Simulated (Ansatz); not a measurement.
Geometry optimisation.

```
crystal:
  lattice:
    - [0.0, 2.0696313722, 2.0696313722]
    - [2.0696313722, 0.0, 2.0696313722]
    - [2.0696313722, 2.0696313722, 0.0]
  atoms:
    - { symbol: Ag, position: [0.0, 0.0, 0.0] }
kpoints:
  mp_grid: { grid: [14, 14, 14] }
scf:
  occupations: { method: fermi_dirac, width: 0.05 }
  n_extra_bands: 16
hamiltonian:
  xc: lda
  pseudopotentials: { kind: paw }
output:
  forces: true
  stress: true
  efg: { contact_densities: true }
  write_density: true
  write_potential: true
  elf: true
  volumetric_format: npy
relax:
  f_tol: 0.005
  max_steps: 80
  cell: {}
```

Run as:
```bash
ansatz run input.yaml --threads 1 --pin off --max-ram 2048MiB --backend cpu --events-out ev --progress --plain --runs-dir out
```

**How does the optimisation go?**

The optimisation met its thresholds at geometry 5, counting the start as the first. The energy fell by about 64 meV/atom from the first step to the last. All forces vanish by symmetry, so only the cell moves. The volume shrinks from 17.7 to 16.0 Å³ per atom (−10 %), overshooting to 15.3 at step 2, as the pressure goes from −10.5 GPa to about 0 GPa.

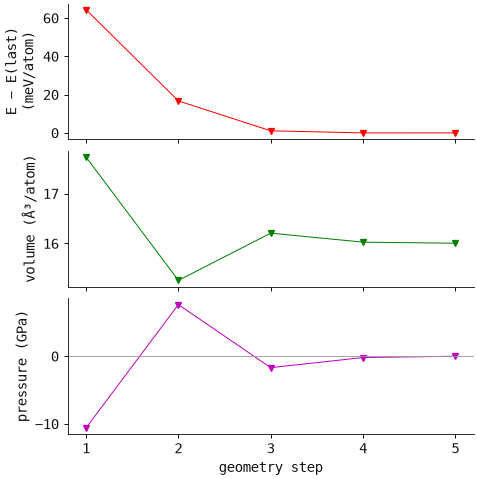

History of the run, step by step. Atoms and cell relax. A closing SCF on a freshly chosen basis isn't drawn.
